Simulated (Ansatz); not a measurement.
**Energy of BAs along an even scaling of the cell**

System: BAs (F-43m, 2 atoms in the cell).
Method: Kohn-Sham DFT of a periodic cell, B3LYP5, Ansatz PAW, no spin polarisation (Ansatz 0.2.0).

The 6 runs differ only in the geometry, by an even scaling of the cell at fixed fractional positions. The structure derives from an entry of the Crystallography Open Database.

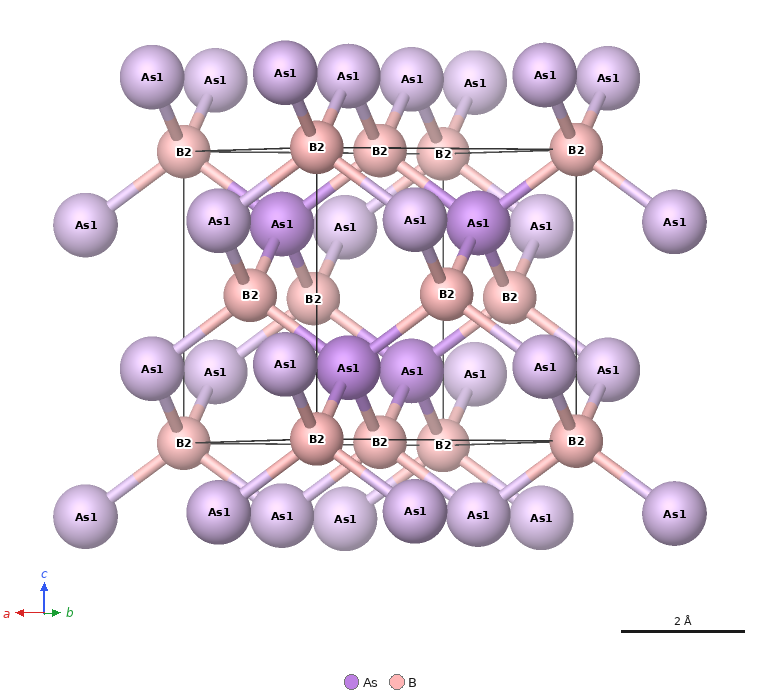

Figure 1. The structure of run 4 (ball-and-stick view of the cell 4 times as large as that of the calculation, set on its symmetry axes, seen at an oblique angle; neighbours outside the cell are drawn fainter; atoms are numbered from 1 in the order of the input).

**Input of run 4**
```yaml
crystal:
  lattice:
    - [0.0, 2.3885, 2.3885]
    - [2.3885, 0.0, 2.3885]
    - [2.3885, 2.3885, 0.0]
  atoms:
    - { symbol: As, position: [0.75, 0.75, 0.75] }
    - { symbol: B, position: [0.0, 0.0, 0.0] }
hamiltonian:
  xc: b3lyp5
  pseudopotentials: { kind: paw }
kpoints:
  mp_grid: { grid: [5, 5, 5] }
scf:
  occupations: { method: fermi_dirac, width: 0.05 }
output:
  forces: true
  stress: true
  eigenvalues: true
```

Command:
```bash
ansatz run input.yaml --threads 2 --pin off --max-ram 5632MiB --backend cpu --events-out ev --progress --plain --runs-dir out
```

Lattice vectors (Å) and fractional positions of run 4:
```
   0.000000    2.388500    2.388500
   2.388500    0.000000    2.388500
   2.388500    2.388500    0.000000
As  0.750000  0.750000  0.750000
B   0.000000  0.000000  0.000000
```

Run 5 differs from it as follows:
```diff
-    - [0.0, 2.3885, 2.3885]
-    - [2.3885, 0.0, 2.3885]
-    - [2.3885, 2.3885, 0.0]
+    - [0.0, 2.4043183418, 2.4043183418]
+    - [2.4043183418, 0.0, 2.4043183418]
+    - [2.4043183418, 2.4043183418, 0.0]
```

**Results, with one run withheld**

| run | volume per atom (Å³) | free energy per atom, from the lowest run given (meV) | pressure (GPa) | gap on the mesh (eV) |
| --- | --- | --- | --- | --- |
| 1 | 12.809 | 52.19 | 14.70 | 2.45 |
| 2 | 13.081 | 30.46 | 10.88 | 2.46 |
| 3 | 13.354 | 14.96 | 7.41 | 2.48 |
| 4 | 13.626 | 5.06 | 4.28 | 2.49 |
| 5 | 13.899 | ? | ? | ? |
| 6 | 14.171 | 0.00 | −1.14 | 2.52 |

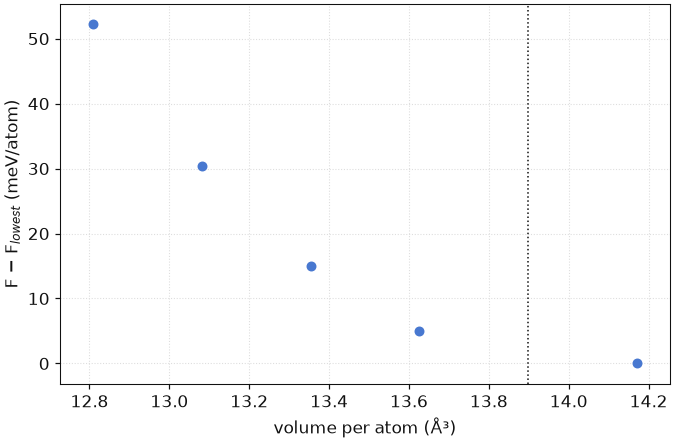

Figure 2. Free energy per atom of the runs given; the dotted line marks run 5.

What should run 5 give?

A cubic polynomial in V^(−2/3) (the Birch–Murnaghan form), fitted to the 5 runs given, misses them by at most 0.02 meV per atom. With x = V^(−2/3) − 0.17730 Å⁻², it reads F = 13.115 + 4890.2 x + 4.4371e+05 x² + 3.8341e+05 x³ (meV per atom). At run 5 it gives 0.25 meV per atom, and the run itself gives 0.23. The slope of the fit gives a pressure −dF/dV of 1.44 GPa there, and the run prints 1.44 GPa. The fit has its minimum at 14.049 Å³ per atom, where V d²F/dV² gives 131 GPa: the bulk modulus at this level, since symmetry fixes the shape and the positions. The gap on the mesh goes, without turning, from 2.45 eV in run 1 to 2.52 eV in run 6; run 5 has 2.51 eV. These are gaps of this functional on this mesh, which can miss the band edges; they aren't the measured gap.

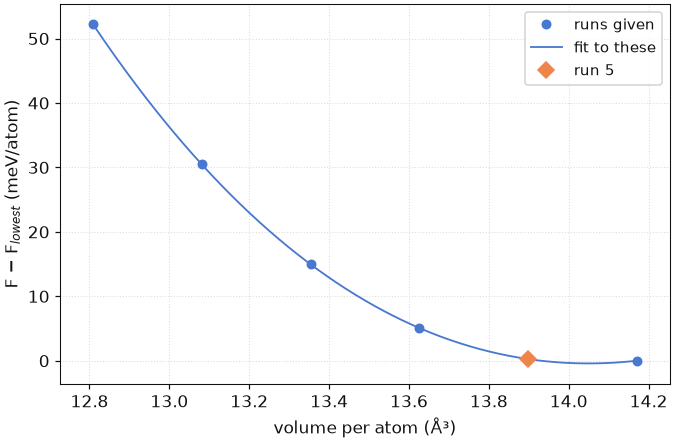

Figure 3. The fit and the withheld run.

**Output, shortened to warnings, some set-up lines, iterations and results (run 5)**
```
Warning: output.stress: scf.convergence.dr2_threshold = 1e-7 eV (the SCF's general default) is looser than the 2e-10 eV advised for a printed stress (1e-10 eV for each atom of the cell: 2). What an SCF threshold leaves in a stress goes as its square root, and in the free energy as the threshold itself, and one threshold admits the most on a small cell: of the crystals measured, under no hybrid …
Warning: output.stress: scf.exx.energy_threshold = 1e-6 eV is looser than the 2e-8 eV advised for a stress under a hybrid functional (1e-8 eV for each atom of the cell: 2). Every SCF of the exchange loop can meet its threshold on dr2 while the loop round them stops early: no threshold on dr2 bounds what that leaves in the stress. Set scf.exx.energy_threshold to 2e-8 eV or tighter. The threshold …
Basis set: ecut = 420 eV, 537 PW (Γ), exchange–correlation on 48×48×48 points (8 copies of the dense FFT grid, shifted against one another)
Symmetry: 24 space group operations
k-points: 10 of 125 (time reversal used)
Initial density: superposition of atomic densities (neutral atoms: chi_scale 0, normalization atom), corrected by the library's trained network
[...]
SCF iter   1: F=—  HF=-5016.785149 eV  |F-HF|=—  |Δ(HF+E_count)|=         —  Δρ=8.24e-3  dr2=2.12e-2  ethr=1.77e-3  ⟨swp⟩=5.5  Hψ=548  notcnv=0
SCF iter   2: F=—  HF=-5016.776958 eV  |F-HF|=—  |Δ(HF+E_count)|=   8.19e-3  Δρ=3.02e-3  dr2=2.49e-3  ethr=1.18e-4  ⟨swp⟩=3.5  Hψ=297  notcnv=0
SCF iter   3: F=-5016.775885 eV  HF=-5016.775982 eV  |F-HF|=9.64e-5  |Δ(HF+E_count)|=   9.76e-4  Δρ=5.14e-4  dr2=9.56e-5  ethr=5.19e-7  ⟨swp⟩=2.0  Hψ=489  notcnv=0
SCF 1 stopped early in 3 iterations: F = -5016.775885 eV  dr2 = 9.56e-5
SCF iter   1: F=—  HF=-5018.435088 eV  |F-HF|=—  |Δ(HF+E_count)|=         —  Δρ=5.03e-3  dr2=3.10e-3  ethr=5.31e-6  ⟨swp⟩=5.3  Hψ=557  notcnv=0
[... 5 lines ...]
SCF iter   1: F=—  HF=-5018.434392 eV  |F-HF|=—  |Δ(HF+E_count)|=         —  Δρ=7.80e-5  dr2=1.07e-6  ethr=8.74e-7  ⟨swp⟩=4.7  Hψ=328  notcnv=0
SCF iter   2: F=—  HF=-5018.434393 eV  |F-HF|=—  |Δ(HF+E_count)|=   1.49e-7  Δρ=7.41e-6  dr2=8.20e-8  ethr=4.90e-9  ⟨swp⟩=4.0  Hψ=352  notcnv=0
SCF iter   3: F=—  HF=-5018.434393 eV  |F-HF|=—  |Δ(HF+E_count)|=   7.14e-7  Δρ=1.15e-5  dr2=2.23e-8  ethr=4.28e-11  ⟨swp⟩=4.2  Hψ=437  notcnv=0
SCF iter   4: F=-5018.434393 eV  HF=-5018.434393 eV  |F-HF|=3.27e-10  |Δ(HF+E_count)|=   3.35e-9  Δρ=2.45e-6  dr2=2.18e-9  ethr=4.28e-11  ⟨swp⟩=3.0  Hψ=259  notcnv=0
SCF 3 converged in 4 iterations: F = -5018.434393 eV  dr2 = 2.18e-9
  Residual-converged pass: ⟨swp⟩=3.0  Hψ=248  notcnv=0  max |occ|·‖R‖ = 2.3e-6 eV (tolerance 2.4e-6 eV)  dr2=2.16e-9  dr2_onsite=2.05e-10  max |Δocc| = 7.1e-21
hybrid outer 2: dexx = +8.562e-7 eV, tail = 2.03e-8 eV, Δε = 2.63e-3 eV (about 1.00e-4 eV left of the loop's levels)
hybrid SCF converged: 2 outer / 9 inner (+3 warm-up), last move |dexx| = 8.56e-7 eV, tail = 2.03e-8 eV
Stability not checked: this state was not tested for a lower state beside it, because the functional holds exact exchange (a hybrid, or Hartree-Fock), whose exchange loop this test does not read (fock_operator; see scf.lower_state_search)
Free energy (F): -5018.434393 eV
Frozen-core exchange: fock
Harris-Foulkes:  -5018.434393 eV  (|F-HF|=3.27e-10)
Internal energy: -5018.434393 eV  (E = F + TS)
E sigma→0 (E₀):  -5018.434393 eV
Fermi energy:    11.732798 eV
--- Per-component energies (eV) ---
  E_band       = -252.880124
  E_kinetic    = 152.102130
  E_local      = -1714.524521  (includes V_loc(G=0)·N_el)
  E_nonlocal   = -659.397613
  E_hartree    = 950.702838
  E_xc         = -89.504969
  E_vxc        = -93.662787  (∫ρ·V_xc dr)
  E_exx        = -59.278691  (= α·E_x^exact, valence–valence)
  E_paw        = -1883.781067  (= ΣΔE_a)
  E_vpaw       = 279.754124  (= ΣTr[D̂ρ^β])
  E_aug_tail   = 0.000006  (compensation charges beyond the density's cutoff)
  E_ewald      = -1714.420886
  E_core_change = -0.331622  (= ΣΔE_core)
  E_smearing   = -0.000000  (= −TS)
  E_closure    = 0.000001  (closes the sum)
  Σ components = -5018.434393   (vs F -5018.434393, Δ=-9.09e-13)
--- Forces (eV/Å), atoms counted from 1 ---
  atom   1  As    -0.00000000     0.00000000     0.00000000
  atom   2  B     -0.00000000    -0.00000000    -0.00000000
  max |Σ_I F_I| component: 6.68e-16 eV/Å
--- Stress (GPa, compression-positive) ---
        1.436841      -0.000000      -0.000000
       -0.000000       1.436841       0.000000
       -0.000000       0.000000       1.436841
  P = ⅓ Tr σ = 1.4368 GPa (14.368 kbar)
```

The program warns: the exchange loop's threshold is looser than advised for the stress; the SCF threshold is looser than advised for the printed stress. Points of doubt noted for this run: forces on files of another functional.
